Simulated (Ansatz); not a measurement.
## Run report: C, molecular dynamics (part 1 of 3)

- system: C (P1, 16 atoms in the cell)
- method: DFT PBEsol, scalar-relativistic, plane waves, PAW, no spin polarisation (Ansatz 0.2.0)

The structure was built on a prototype by a generator; it need not be a known phase. It belongs to a series of runs on one base structure; here: dynamics from the last frame of the run before.

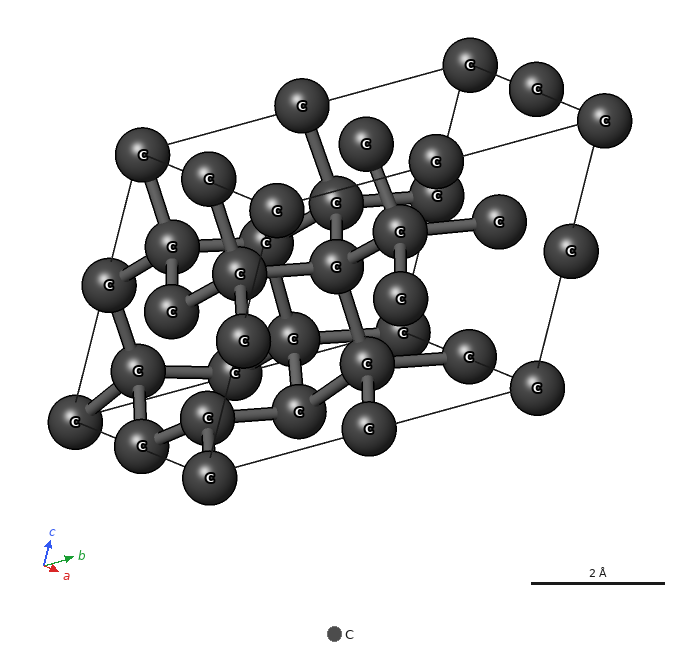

Fig. 1: The structure as given in the input (ball-and-stick view of the cell of the calculation, set on other vectors, seen slightly off an axis). Near neighbours in the crystal (not all of them lie inside the picture): C has 4 C at 1.43 to 1.77 Å; C has 3 C at 1.49 to 1.60 Å.

## Key numbers

- outcome: finished
- mean temperature over the second half: 1438 K
- trajectory: 70 steps, 70 fs
- ensemble: nve
- temperature in the input: 1200.0 K
- time step: 1 fs
- space group of the start (tolerance 0.01 Å): P1 (1)
- electrons treated: 64
- potential energy (free energy of the electrons) (last step): −3942.0493 eV
- Fermi energy (last step): 13.365 eV
- largest force (length of the vector) (last step): 5.567 eV/Å
- hardware: 1 thread of Arm Neoverse V1, 24 GiB of memory available, shared host
- wall time: 12 min
- peak memory: 0.55 GiB

## Remarks

So short a trajectory is not equilibrated.

## The input
```yaml
crystal:
  lattice:
    - [0.0, 3.68524, 3.68524]
    - [3.68524, 0.0, 3.68524]
    - [3.68524, 3.68524, 0.0]
  atoms:
    - { symbol: C, position: [0.01896449, 0.00648441, -0.01739526] }
    - { symbol: C, position: [0.14310983, 0.14958902, 0.08659282] }
    - { symbol: C, position: [-0.01629719, -0.02864289, 0.5193632] }
    - { symbol: C, position: [0.114937, 0.09480676, 0.63886099] }
    - { symbol: C, position: [0.01715441, 0.5046614, -0.00484683] }
    - { symbol: C, position: [0.13375711, 0.61680657, 0.15580524] }
    - { symbol: C, position: [0.00702414, 0.4781311, 0.50274222] }
    - { symbol: C, position: [0.13237394, 0.62378621, 0.62908946] }
    - { symbol: C, position: [0.502114, 0.04654847, -0.03622424] }
    - { symbol: C, position: [0.6032481, 0.15973844, 0.12210391] }
    - { symbol: C, position: [0.47615134, -0.01901255, 0.50821454] }
    - { symbol: C, position: [0.60813157, 0.11092048, 0.63393783] }
    - { symbol: C, position: [0.50352741, 0.50722837, 0.00244086] }
    - { symbol: C, position: [0.62629119, 0.63505485, 0.12628168] }
    - { symbol: C, position: [0.49676286, 0.48652432, 0.51142178] }
    - { symbol: C, position: [0.6327498, 0.62737505, 0.62161179] }
basis:
  ecutwfc: 420.0
kpoints:
  mp_grid: { grid: [4, 4, 4] }
hamiltonian:
  xc: pbesol
scf:
  occupations: { method: fermi_dirac, width: 0.17 }
  lower_state_search: "off"
md:
  timestep: 1
  n_steps: 70
  ensemble: nve
  temperature: 1200.0
  initial_velocities: maxwell_boltzmann
  seed: 352337
```

Launch command:
```bash
ansatz run input.yaml --threads 1 --pin off --max-ram 3072MiB --backend cpu --events-out ev --progress --plain --runs-dir out
```

## The program's output
```
Warning: md: disabling space-group detection — thermal motion breaks the input geometry's symmetry, so no spatial operation reduces the k-mesh or symmetrises the density; time reversal is kept, so that k and −k are solved as one point where they differ and the mesh holds both, and exact exchange and, on two spinor components, a DFT+U term hold to it where the run has them: on two components no moment then forms, and a state that bears one, which a typed moment (crystal.atoms[].spin; refused beside efield: under a hybrid functional) reaches, can lie lower, under hf by electronvolts; crystal.symmetry.detect: false (a key that needs symmetry detection or time reversal refuses this as the deck is read) with time_reversal: false beside it drops time reversal too
band count auto-derived: 49 (N_el = 64.0; filled up to band 32; 48 by the electrons, moments and atoms)
Engine: ansatz 0.2.0, aarch64-unknown-linux-gnu
Pseudopotentials: kind: paw
Pseudopotential: C, paw, valence charge 4, recommended cutoff 420 eV (normal), C.paw.azcp
Functional definition: PBEsol
  exchange = pbesol_x
  correlation = pbesol_c
Crystal: 16 atoms, lattice volume = 100.098 Å³
Basis set: ecut = 420 eV, 1917 PW (Γ), exchange–correlation on 72×72×72 points (8 copies of the dense FFT grid, shifted against one another)
Bands: 49, of which v1, the nominal top of the filled ones, is band 32 counted from 1 (31 counted from 0)
Symmetry: 1 space group operations
k-points: 36 of 64 (time reversal used)
Non-local potential: C, projectors of the file, l = 0: 2, l = 1: 2, l = 2: 1
PAW form: soft (Blöchl's): semilocal exchange-correlation on the pseudo side does not see the compensation charge
PAW frozen core: C, regenerated for the run's functional, and the local potential with it (the file was generated under x = pbe(κ = 0.804, μ = 0.2195149727645171), c = pbe(β = 0.06672455060314922))
PAW one-centre angular grid: C, 110 points (default); XC on 64 Gauss nodes
Initial density: superposition of atomic densities (neutral atoms: chi_scale 0, normalization atom), corrected by the library's trained network
Initial wavefunctions: pseudopotential atomic-orbital guess
Functional: x = pbesol(κ = 0.804, μ = 0.12345679012345678), c = pbesol(β = 0.046)
SCF iter   1: F=—  HF=-3941.939490 eV  |F-HF|=—  |Δ(HF+E_count)|=         —  Δρ=5.32e-3  dr2=2.38e-2  ethr=1.77e-3  ⟨swp⟩=6.8  Hψ=8160  notcnv=0  defer=5
preconditioner: auto → Resta (q_TF=auto, 2.532 Å⁻¹)  ε∞=4.6  [insulator: Δε(μ)=2.277 eV  Ē_g=15.716 eV  σ=0.170 eV  W_gap=1.00  n_scr=26 (ndim 8)  ℏωp=29.7 eV  f_vac=0.000  D(μ)=0.00/eV (n_scr^D=0)  ε∞_Penn≈4.6]
SCF iter   2: F=—  HF=-3941.934839 eV  |F-HF|=—  |Δ(HF+E_count)|=   4.65e-3  Δρ=2.71e-3  dr2=5.59e-3  ethr=3.71e-5  ⟨swp⟩=2.1  Hψ=3076  notcnv=0  defer=5
SCF iter   3: F=—  HF=-3941.934055 eV  |F-HF|=—  |Δ(HF+E_count)|=   7.84e-4  Δρ=5.86e-4  dr2=3.17e-4  ethr=8.73e-6  ⟨swp⟩=2.1  Hψ=2724  notcnv=0  defer=5
SCF iter   4: F=—  HF=-3941.934046 eV  |F-HF|=—  |Δ(HF+E_count)|=   9.08e-6  Δρ=1.53e-4  dr2=1.37e-5  ethr=4.96e-7  ⟨swp⟩=2.7  Hψ=2602  notcnv=0  defer=5
SCF iter   5: F=—  HF=-3941.934061 eV  |F-HF|=—  |Δ(HF+E_count)|=   1.56e-5  Δρ=4.44e-5  dr2=1.37e-6  ethr=2.15e-8  ⟨swp⟩=2.2  Hψ=2664  notcnv=0  defer=5
SCF iter   6: F=—  HF=-3941.934061 eV  |F-HF|=—  |Δ(HF+E_count)|=   1.02e-7  Δρ=9.80e-6  dr2=6.35e-8  ethr=2.13e-9  ⟨swp⟩=2.0  Hψ=2685  notcnv=0  defer=5
SCF iter   7: F=-3941.934061 eV  HF=-3941.934061 eV  |F-HF|=1.20e-9  |Δ(HF+E_count)|=   1.12e-8  Δρ=2.09e-6  dr2=2.92e-9  ethr=2.50e-11  ⟨swp⟩=4.3  Hψ=4952  notcnv=0
SCF 1 converged in 7 iterations: F = -3941.934061 eV  dr2 = 2.92e-9
  greatest PAW one-centre occupation: 0.643 electrons in one spin orbital (limit 2), on the C atom at site 8 (counted from 0), in its partial waves of l = 0
md step     0: t =     0.00 fs  T =  1200.0 K  F+E_penalty+E_count = -3941.93406138 eV  E_kin = 2.326680 eV  conserved = -3939.60738140 eV  (7 SCF iters)
Initial density: handed on by an earlier stage of this run
Initial wavefunctions: those handed on with the density
iter 1 solved again at ethr=2.37e-5 eV; its pass at ethr=3.10e-3 eV (dr2=1.52e-2 eV) is discarded
SCF iter   1: F=—  HF=-3941.786659 eV  |F-HF|=—  |Δ(HF+E_count)|=         —  Δρ=5.18e-3  dr2=1.49e-2  ethr=2.37e-5  ⟨swp⟩=2.1  Hψ=8982  notcnv=0
preconditioner: auto → Resta (q_TF=auto, 2.532 Å⁻¹)  ε∞=4.6  [insulator: Δε(μ)=2.119 eV  Ē_g=15.703 eV  σ=0.170 eV  W_gap=1.00  n_scr=26 (ndim 8)  ℏωp=29.7 eV  f_vac=0.000  D(μ)=0.00/eV (n_scr^D=0)  ε∞_Penn≈4.6]
SCF iter   2: F=—  HF=-3941.782938 eV  |F-HF|=—  |Δ(HF+E_count)|=   3.72e-3  Δρ=2.63e-3  dr2=3.42e-3  ethr=2.32e-5  ⟨swp⟩=1.6  Hψ=2215  notcnv=0
SCF iter   3: F=—  HF=-3941.781886 eV  |F-HF|=—  |Δ(HF+E_count)|=   1.05e-3  Δρ=3.54e-4  dr2=9.93e-5  ethr=5.34e-6  ⟨swp⟩=2.7  Hψ=2955  notcnv=0
SCF iter   4: F=—  HF=-3941.781863 eV  |F-HF|=—  |Δ(HF+E_count)|=   2.35e-5  Δρ=9.08e-5  dr2=7.12e-6  ethr=1.55e-7  ⟨swp⟩=2.4  Hψ=2694  notcnv=0
SCF iter   5: F=—  HF=-3941.781871 eV  |F-HF|=—  |Δ(HF+E_count)|=   8.27e-6  Δρ=2.27e-5  dr2=5.62e-7  ethr=1.11e-8  ⟨swp⟩=2.8  Hψ=2912  notcnv=0
SCF iter   6: F=—  HF=-3941.781871 eV  |F-HF|=—  |Δ(HF+E_count)|=   8.79e-8  Δρ=6.87e-6  dr2=4.09e-8  ethr=8.78e-10  ⟨swp⟩=2.3  Hψ=2637  notcnv=0
SCF iter   7: F=-3941.781871 eV  HF=-3941.781871 eV  |F-HF|=2.44e-9  |Δ(HF+E_count)|=  2.87e-10  Δρ=2.14e-6  dr2=4.17e-9  ethr=2.50e-11  ⟨swp⟩=4.0  Hψ=5060  notcnv=0
SCF 2 converged in 7 iterations: F = -3941.781871 eV  dr2 = 4.17e-9
md step     1: t =     1.00 fs  T =  1122.0 K  F+E_penalty+E_count = -3941.78187072 eV  E_kin = 2.175445 eV  conserved = -3939.60642596 eV  (7 SCF iters)
[... from here on the SCF iterations and repeated set-up lines of each step are left out, up to the last step ...]
SCF 3 converged in 7 iterations: F = -3941.692270 eV  dr2 = 2.62e-9
md step     2: t =     2.00 fs  T =  1076.0 K  F+E_penalty+E_count = -3941.69227040 eV  E_kin = 2.086183 eV  conserved = -3939.60608769 eV  (7 SCF iters)
md step     3: t =     3.00 fs  T =  1064.1 K  F+E_penalty+E_count = -3941.66947124 eV  E_kin = 2.063166 eV  conserved = -3939.60630558 eV  (7 SCF iters)
md step     4: t =     4.00 fs  T =  1084.1 K  F+E_penalty+E_count = -3941.70886669 eV  E_kin = 2.101951 eV  conserved = -3939.60691572 eV  (7 SCF iters)
md step     5: t =     5.00 fs  T =  1130.5 K  F+E_penalty+E_count = -3941.79958358 eV  E_kin = 2.191883 eV  conserved = -3939.60770026 eV  (4 SCF iters)
md step     6: t =     6.00 fs  T =  1196.3 K  F+E_penalty+E_count = -3941.92788082 eV  E_kin = 2.319423 eV  conserved = -3939.60845815 eV  (4 SCF iters)
md step     7: t =     7.00 fs  T =  1274.6 K  F+E_penalty+E_count = -3942.08030244 eV  E_kin = 2.471228 eV  conserved = -3939.60907482 eV  (3 SCF iters)
md step     8: t =     8.00 fs  T =  1359.5 K  F+E_penalty+E_count = -3942.24551414 eV  E_kin = 2.635955 eV  conserved = -3939.60955962 eV  (3 SCF iters)
md step     9: t =     9.00 fs  T =  1446.4 K  F+E_penalty+E_count = -3942.41434888 eV  E_kin = 2.804331 eV  conserved = -3939.61001793 eV  (3 SCF iters)
md step    10: t =    10.00 fs  T =  1530.7 K  F+E_penalty+E_count = -3942.57842627 eV  E_kin = 2.967842 eV  conserved = -3939.61058409 eV  (7 SCF iters)
md step    11: t =    11.00 fs  T =  1607.6 K  F+E_penalty+E_count = -3942.72827384 eV  E_kin = 3.116913 eV  conserved = -3939.61136037 eV  (4 SCF iters)
md step    12: t =    12.00 fs  T =  1670.8 K  F+E_penalty+E_count = -3942.85194585 eV  E_kin = 3.239577 eV  conserved = -3939.61236922 eV  (3 SCF iters)
md step    13: t =    13.00 fs  T =  1713.0 K  F+E_penalty+E_count = -3942.93488454 eV  E_kin = 3.321365 eV  conserved = -3939.61351943 eV  (3 SCF iters)
md step    14: t =    14.00 fs  T =  1726.2 K  F+E_penalty+E_count = -3942.96149805 eV  E_kin = 3.346920 eV  conserved = -3939.61457775 eV  (3 SCF iters)
md step    15: t =    15.00 fs  T =  1703.8 K  F+E_penalty+E_count = -3942.91875643 eV  E_kin = 3.303591 eV  conserved = -3939.61516527 eV  (3 SCF iters)
md step    16: t =    16.00 fs  T =  1643.7 K  F+E_penalty+E_count = -3942.80176223 eV  E_kin = 3.186944 eV  conserved = -3939.61481789 eV  (4 SCF iters)
md step    17: t =    17.00 fs  T =  1550.9 K  F+E_penalty+E_count = -3942.62021302 eV  E_kin = 3.007025 eV  conserved = -3939.61318844 eV  (3 SCF iters)
md step    18: t =    18.00 fs  T =  1440.2 K  F+E_penalty+E_count = -3942.40276147 eV  E_kin = 2.792387 eV  conserved = -3939.61037430 eV  (4 SCF iters)
md step    19: t =    19.00 fs  T =  1334.5 K  F+E_penalty+E_count = -3942.19469154 eV  E_kin = 2.587539 eV  conserved = -3939.60715291 eV  (4 SCF iters)
md step    20: t =    20.00 fs  T =  1259.1 K  F+E_penalty+E_count = -3942.04600432 eV  E_kin = 2.441254 eV  conserved = -3939.60474993 eV  (7 SCF iters)
md step    21: t =    21.00 fs  T =  1232.4 K  F+E_penalty+E_count = -3941.99358591 eV  E_kin = 2.389496 eV  conserved = -3939.60408958 eV  (4 SCF iters)
md step    22: t =    22.00 fs  T =  1259.8 K  F+E_penalty+E_count = -3942.04780276 eV  E_kin = 2.442622 eV  conserved = -3939.60518061 eV  (3 SCF iters)
md step    23: t =    23.00 fs  T =  1333.1 K  F+E_penalty+E_count = -3942.19196975 eV  E_kin = 2.584691 eV  conserved = -3939.60727896 eV  (4 SCF iters)
md step    24: t =    24.00 fs  T =  1435.4 K  F+E_penalty+E_count = -3942.39276292 eV  E_kin = 2.783182 eV  conserved = -3939.60958044 eV  (4 SCF iters)
md step    25: t =    25.00 fs  T =  1547.6 K  F+E_penalty+E_count = -3942.61222206 eV  E_kin = 3.000546 eV  conserved = -3939.61167580 eV  (3 SCF iters)
md step    26: t =    26.00 fs  T =  1651.0 K  F+E_penalty+E_count = -3942.81469126 eV  E_kin = 3.201210 eV  conserved = -3939.61348130 eV  (4 SCF iters)
md step    27: t =    27.00 fs  T =  1729.9 K  F+E_penalty+E_count = -3942.96910366 eV  E_kin = 3.354154 eV  conserved = -3939.61494966 eV  (3 SCF iters)
md step    28: t =    28.00 fs  T =  1771.3 K  F+E_penalty+E_count = -3943.05036108 eV  E_kin = 3.434448 eV  conserved = -3939.61591265 eV  (3 SCF iters)
md step    29: t =    29.00 fs  T =  1766.9 K  F+E_penalty+E_count = -3943.04206599 eV  E_kin = 3.425933 eV  conserved = -3939.61613273 eV  (4 SCF iters)
md step    30: t =    30.00 fs  T =  1714.7 K  F+E_penalty+E_count = -3942.94000199 eV  E_kin = 3.324548 eV  conserved = -3939.61545397 eV  (7 SCF iters)
md step    31: t =    31.00 fs  T =  1619.7 K  F+E_penalty+E_count = -3942.75432019 eV  E_kin = 3.140400 eV  conserved = -3939.61392003 eV  (4 SCF iters)
md step    32: t =    32.00 fs  T =  1494.1 K  F+E_penalty+E_count = -3942.50871513 eV  E_kin = 2.896915 eV  conserved = -3939.61180043 eV  (3 SCF iters)
md step    33: t =    33.00 fs  T =  1354.7 K  F+E_penalty+E_count = -3942.23620230 eV  E_kin = 2.626687 eV  conserved = -3939.60951551 eV  (3 SCF iters)
md step    34: t =    34.00 fs  T =  1219.8 K  F+E_penalty+E_count = -3941.97264181 eV  E_kin = 2.365156 eV  conserved = -3939.60748586 eV  (3 SCF iters)
md step    35: t =    35.00 fs  T =  1105.9 K  F+E_penalty+E_count = -3941.75025619 eV  E_kin = 2.144277 eV  conserved = -3939.60597911 eV  (4 SCF iters)
md step    36: t =    36.00 fs  T =  1025.5 K  F+E_penalty+E_count = -3941.59334170 eV  E_kin = 1.988282 eV  conserved = -3939.60505992 eV  (3 SCF iters)
md step    37: t =    37.00 fs  T =   986.3 K  F+E_penalty+E_count = -3941.51695345 eV  E_kin = 1.912283 eV  conserved = -3939.60467073 eV  (3 SCF iters)
md step    38: t =    38.00 fs  T =   991.7 K  F+E_penalty+E_count = -3941.52750923 eV  E_kin = 1.922755 eV  conserved = -3939.60475461 eV  (3 SCF iters)
md step    39: t =    39.00 fs  T =  1040.9 K  F+E_penalty+E_count = -3941.62352008 eV  E_kin = 2.018197 eV  conserved = -3939.60532354 eV  (3 SCF iters)
md step    40: t =    40.00 fs  T =  1129.1 K  F+E_penalty+E_count = -3941.79553633 eV  E_kin = 2.189122 eV  conserved = -3939.60641405 eV  (7 SCF iters)
md step    41: t =    41.00 fs  T =  1247.0 K  F+E_penalty+E_count = -3942.02585218 eV  E_kin = 2.417859 eV  conserved = -3939.60799336 eV  (4 SCF iters)
md step    42: t =    42.00 fs  T =  1381.9 K  F+E_penalty+E_count = -3942.28924234 eV  E_kin = 2.679342 eV  conserved = -3939.60990027 eV  (3 SCF iters)
md step    43: t =    43.00 fs  T =  1518.3 K  F+E_penalty+E_count = -3942.55561990 eV  E_kin = 2.943771 eV  conserved = -3939.61184909 eV  (3 SCF iters)
md step    44: t =    44.00 fs  T =  1640.6 K  F+E_penalty+E_count = -3942.79449825 eV  E_kin = 3.180998 eV  conserved = -3939.61349989 eV  (4 SCF iters)
md step    45: t =    45.00 fs  T =  1735.9 K  F+E_penalty+E_count = -3942.98023171 eV  E_kin = 3.365674 eV  conserved = -3939.61455767 eV  (3 SCF iters)
md step    46: t =    46.00 fs  T =  1795.7 K  F+E_penalty+E_count = -3943.09655113 eV  E_kin = 3.481683 eV  conserved = -3939.61486793 eV  (3 SCF iters)
md step    47: t =    47.00 fs  T =  1817.7 K  F+E_penalty+E_count = -3943.13891093 eV  E_kin = 3.524421 eV  conserved = -3939.61448949 eV  (3 SCF iters)
md step    48: t =    48.00 fs  T =  1805.1 K  F+E_penalty+E_count = -3943.11358614 eV  E_kin = 3.499876 eV  conserved = -3939.61371046 eV  (4 SCF iters)
md step    49: t =    49.00 fs  T =  1764.1 K  F+E_penalty+E_count = -3943.03337146 eV  E_kin = 3.420407 eV  conserved = -3939.61296436 eV  (3 SCF iters)
md step    50: t =    50.00 fs  T =  1701.3 K  F+E_penalty+E_count = -3942.91125958 eV  E_kin = 3.298640 eV  conserved = -3939.61261962 eV  (7 SCF iters)
md step    51: t =    51.00 fs  T =  1620.8 K  F+E_penalty+E_count = -3942.75523197 eV  E_kin = 3.142521 eV  conserved = -3939.61271087 eV  (4 SCF iters)
md step    52: t =    52.00 fs  T =  1524.2 K  F+E_penalty+E_count = -3942.56798886 eV  E_kin = 2.955205 eV  conserved = -3939.61278414 eV  (4 SCF iters)
md step    53: t =    53.00 fs  T =  1414.0 K  F+E_penalty+E_count = -3942.35362632 eV  E_kin = 2.741584 eV  conserved = -3939.61204267 eV  (4 SCF iters)
md step    54: t =    54.00 fs  T =  1299.2 K  F+E_penalty+E_count = -3942.12880401 eV  E_kin = 2.518938 eV  conserved = -3939.60986564 eV  (4 SCF iters)
md step    55: t =    55.00 fs  T =  1198.7 K  F+E_penalty+E_count = -3941.93066456 eV  E_kin = 2.324148 eV  conserved = -3939.60651621 eV  (3 SCF iters)
md step    56: t =    56.00 fs  T =  1138.9 K  F+E_penalty+E_count = -3941.81160490 eV  E_kin = 2.208152 eV  conserved = -3939.60345312 eV  (3 SCF iters)
md step    57: t =    57.00 fs  T =  1142.3 K  F+E_penalty+E_count = -3941.81740343 eV  E_kin = 2.214842 eV  conserved = -3939.60256160 eV  (4 SCF iters)
md step    58: t =    58.00 fs  T =  1214.9 K  F+E_penalty+E_count = -3941.96026601 eV  E_kin = 2.355634 eV  conserved = -3939.60463242 eV  (4 SCF iters)
md step    59: t =    59.00 fs  T =  1340.5 K  F+E_penalty+E_count = -3942.20771286 eV  E_kin = 2.599039 eV  conserved = -3939.60867381 eV  (4 SCF iters)
md step    60: t =    60.00 fs  T =  1487.3 K  F+E_penalty+E_count = -3942.49662134 eV  E_kin = 2.883779 eV  conserved = -3939.61284266 eV  (7 SCF iters)
md step    61: t =    61.00 fs  T =  1621.7 K  F+E_penalty+E_count = -3942.76004940 eV  E_kin = 3.144261 eV  conserved = -3939.61578798 eV  (4 SCF iters)
md step    62: t =    62.00 fs  T =  1718.0 K  F+E_penalty+E_count = -3942.94814507 eV  E_kin = 3.331042 eV  conserved = -3939.61710311 eV  (4 SCF iters)
md step    63: t =    63.00 fs  T =  1763.2 K  F+E_penalty+E_count = -3943.03571231 eV  E_kin = 3.418717 eV  conserved = -3939.61699570 eV  (4 SCF iters)
md step    64: t =    64.00 fs  T =  1755.8 K  F+E_penalty+E_count = -3943.02022517 eV  E_kin = 3.404368 eV  conserved = -3939.61585725 eV  (4 SCF iters)
md step    65: t =    65.00 fs  T =  1703.1 K  F+E_penalty+E_count = -3942.91629821 eV  E_kin = 3.302234 eV  conserved = -3939.61406464 eV  (3 SCF iters)
md step    66: t =    66.00 fs  T =  1618.3 K  F+E_penalty+E_count = -3942.74976996 eV  E_kin = 3.137802 eV  conserved = -3939.61196842 eV  (3 SCF iters)
md step    67: t =    67.00 fs  T =  1517.4 K  F+E_penalty+E_count = -3942.55195844 eV  E_kin = 2.942037 eV  conserved = -3939.60992119 eV  (3 SCF iters)
md step    68: t =    68.00 fs  T =  1416.1 K  F+E_penalty+E_count = -3942.35392762 eV  E_kin = 2.745667 eV  conserved = -3939.60826099 eV  (4 SCF iters)
SCF 70 converged in 4 iterations: F = -3942.181111 eV  dr2 = 5.16e-10
md step    69: t =    69.00 fs  T =  1327.5 K  F+E_penalty+E_count = -3942.18111120 eV  E_kin = 2.573867 eV  conserved = -3939.60724383 eV  (4 SCF iters)
iter 1 solved again at ethr=3.03e-5 eV; its pass at ethr=3.10e-3 eV (dr2=1.94e-2 eV) is discarded
SCF iter   1: F=—  HF=-3942.055249 eV  |F-HF|=—  |Δ(HF+E_count)|=         —  Δρ=5.48e-3  dr2=1.96e-2  ethr=3.03e-5  ⟨swp⟩=2.1  Hψ=9243  notcnv=0
preconditioner: auto → Resta (q_TF=auto, 2.532 Å⁻¹)  ε∞=4.6  [insulator: Δε(μ)=2.447 eV  Ē_g=15.714 eV  σ=0.170 eV  W_gap=1.00  n_scr=26 (ndim 8)  ℏωp=29.7 eV  f_vac=0.000  D(μ)=0.00/eV (n_scr^D=0)  ε∞_Penn≈4.6]
SCF iter   2: F=—  HF=-3942.050414 eV  |F-HF|=—  |Δ(HF+E_count)|=   4.83e-3  Δρ=2.69e-3  dr2=3.84e-3  ethr=3.03e-5  ⟨swp⟩=2.1  Hψ=2468  notcnv=0
SCF iter   3: F=—  HF=-3942.049313 eV  |F-HF|=—  |Δ(HF+E_count)|=   1.10e-3  Δρ=4.48e-4  dr2=1.24e-4  ethr=6.00e-6  ⟨swp⟩=2.9  Hψ=3004  notcnv=0
SCF iter   4: F=—  HF=-3942.049295 eV  |F-HF|=—  |Δ(HF+E_count)|=   1.79e-5  Δρ=1.06e-4  dr2=9.35e-6  ethr=1.94e-7  ⟨swp⟩=2.7  Hψ=2766  notcnv=0
SCF iter   5: F=—  HF=-3942.049297 eV  |F-HF|=—  |Δ(HF+E_count)|=   1.75e-6  Δρ=2.70e-5  dr2=7.67e-7  ethr=1.46e-8  ⟨swp⟩=2.9  Hψ=2884  notcnv=0
SCF iter   6: F=—  HF=-3942.049297 eV  |F-HF|=—  |Δ(HF+E_count)|=   9.10e-8  Δρ=7.45e-6  dr2=4.45e-8  ethr=1.20e-9  ⟨swp⟩=2.4  Hψ=2743  notcnv=0
SCF iter   7: F=-3942.049297 eV  HF=-3942.049297 eV  |F-HF|=3.05e-9  |Δ(HF+E_count)|=   5.22e-9  Δρ=2.62e-6  dr2=5.90e-9  ethr=2.50e-11  ⟨swp⟩=4.0  Hψ=5020  notcnv=0
SCF 71 converged in 7 iterations: F = -3942.049297 eV  dr2 = 5.90e-9
md step    70: t =    70.00 fs  T =  1259.6 K  F+E_penalty+E_count = -3942.04929659 eV  E_kin = 2.442326 eV  conserved = -3939.60697030 eV  (7 SCF iters)
```
